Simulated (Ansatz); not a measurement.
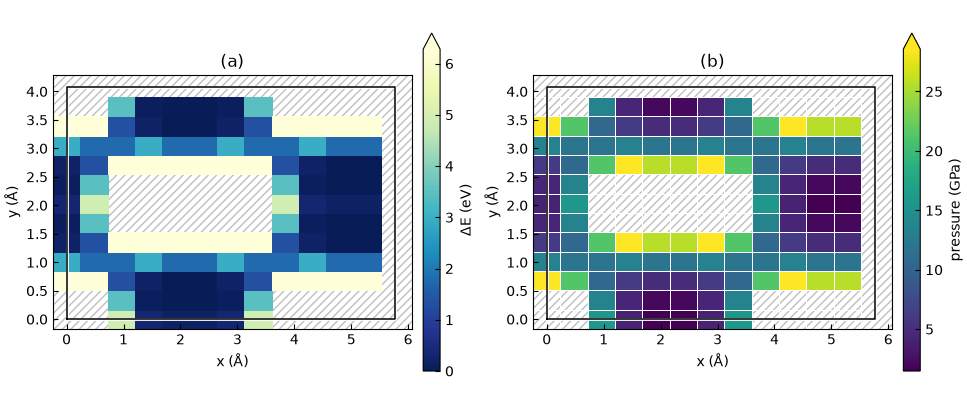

Ge (Fd-3m phase) with one N guest (9 atoms in the cell). A guest moved over a lattice plane through the rigid host; the plane is (0 1 1) of the conventional cell, half-way across the widest gap between atomic layers, origin above Ge5. Places are given modulo a cell vector. The map is drawn in real space over the plane of the scan. Nothing is relaxed (host rigid, guest held in the plane). Grid: 12 × 12 points; 14 points were computed and 94 follow by symmetry. At 36 points there is no value (left out of the scan, as a rule where atoms come close). Energies are in eV per cell, from the lowest grid point. Computed with Ansatz 0.2.0, DFT PBE, scalar-relativistic, plane waves, PAW. Settings: cutoff 420 eV, k-mesh 6×6×6, gaussian smearing 0.15 eV, no spin polarisation.

Panel (a) is the energy and panel (b) the computed pressure on the same grid.

The picture shows one coloured cell a grid point, the outline of one cell of the plane, one colour for all values above the top of the scale, hatched blanks where no value was computed.

Q: How does the pressure vary over the map, and what is it at the lowest grid point?

A: Leaving out the highest fifth of the energies, it runs from 1.5 GPa at (4/12, 0/12) of the cell vectors [nearest 1 Ge at 2.17 Å] to 21.2 GPa at (1/12, 2/12) of the cell vectors [nearest 1 Ge at 1.31 Å]. At the lowest grid point, (4/12, 1/12) of the cell vectors [nearest 1 Ge at 2.04 Å], it is 2.0 GPa.

PAW datasets: the set soft_1.
